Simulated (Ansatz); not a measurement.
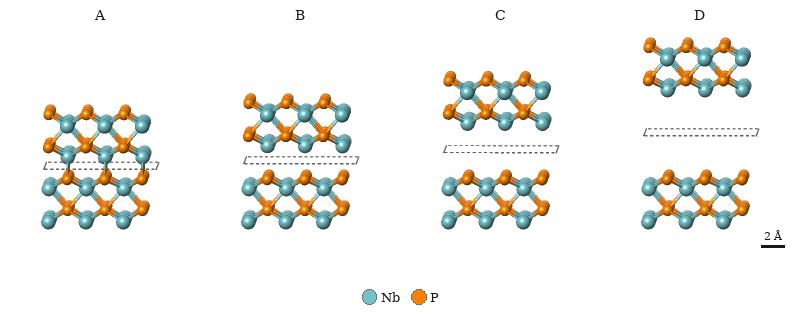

Frames of a one-coordinate scan of solid NbP (I4_1md). Style: ball-and-stick. Shown: the layers on both sides of the dashed plane, from the side, nearly along that plane.

All numbers below come from Ansatz 0.2.0, DFT PBE, scalar-relativistic, plane waves, PAW. (plane-wave cutoff 420 eV; k-point mesh 14 × 14 × 4; occupations gaussian; smearing width 0.15 eV; no spin polarisation). Energies (free energies at the smearing named) are counted from the relaxed crystal.

### Which coordinate changes from frame to frame?

The crystal is pulled apart rigidly along the normal of the (0 0 1) plane of the conventional cell, at a cut between a plane of P below and one of Nb above, 1.91 Å apart. In the frames the opening is 0.00 Å (A), 1.00 Å (B), 3.00 Å (C), 6.00 Å (D). One cut stands in each cell, which starts 11.4 Å high; nothing is relaxed, and the dashed outline marks the cut. Their energies are 0.000 J/m², 2.537 J/m², 4.442 J/m², 4.529 J/m².
